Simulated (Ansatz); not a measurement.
**Ir: density, localisation and related maps**

```
CELL_PARAMETERS angstrom
3.83120 0.00000 0.00000
0.00000 3.83120 0.00000
0.00000 0.00000 3.83120
ATOMIC_POSITIONS crystal
Ir 0.00000 0.00000 0.00000
Ir 0.50000 0.50000 0.00000
Ir 0.50000 0.00000 0.50000
Ir 0.00000 0.50000 0.50000
```

Space group Fm-3m; computed pressure about 18 GPa in this cell; spin-polarised.

These are results of DFT, PBE, PAW with Ansatz's default frozen-core files, scalar-relativistic (Ansatz 0.2.0), not measurements.

Core electrons are frozen (PAW), and the valence fields are smoothed inside the atomic spheres.

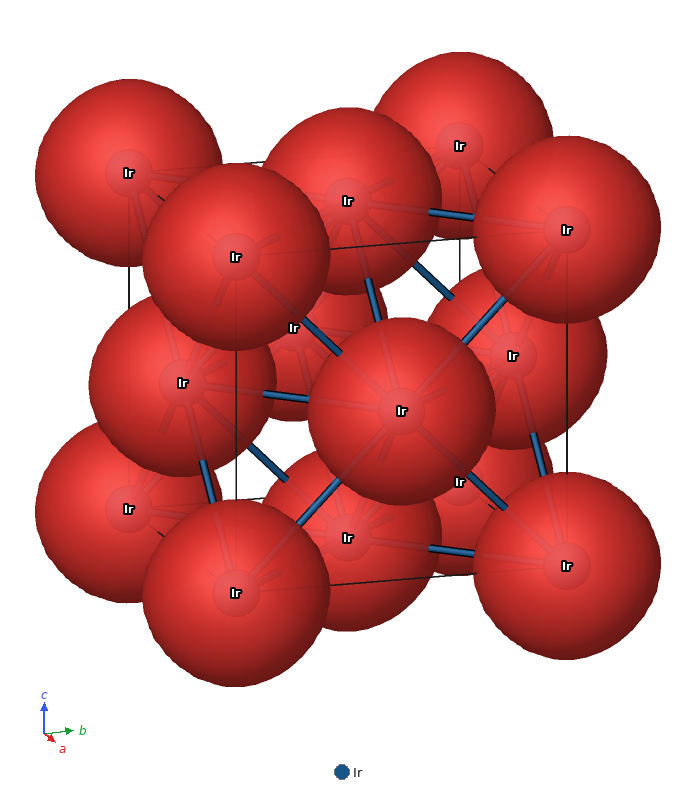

Figure 1. Isosurfaces of the magnetisation density (up minus down) at +0.05 (red) and −0.05 e/Å³ (blue), seen slightly off an axis. Sticks mark near contacts.

Q: Which atoms carry the moments, and with what signs?

A: The spin density sits on Ir: +0.7 μB (×4) in one cell of 4 atoms: parallel moments, as they must be, since the calculation's own cell holds one magnetic site. The cell of the calculation (1 atoms) carries 0.8 μB of net spin moment. Only one sign reaches the isovalue.

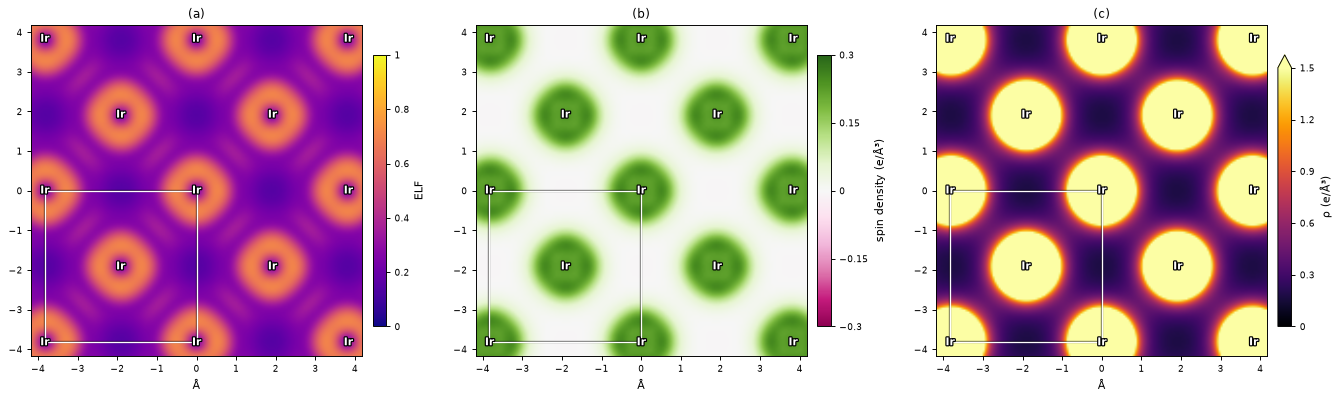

Figure 2. (a) ELF; (b) magnetisation density (up minus down); (c) valence charge density (pseudo) on the (100) plane of the conventional cell.

Q: Describe what can be read from this map.

A: Atoms in the plane: Ir.
Ir–Ir (2.71 Å): ρ is about 0.45 e/Å³ halfway; the ELF is about 0.35 at the midpoint.
Between the atoms the lowest density in this plane is 0.18 e/Å³.
The features right at Ir lie inside the PAW spheres, where the map follows smoothed inner orbitals and isn't to be read closely.

Q: Does the calculation make it a metal, or give it a gap?

A: It is metallic or semimetallic at this level of theory: no gap opens.
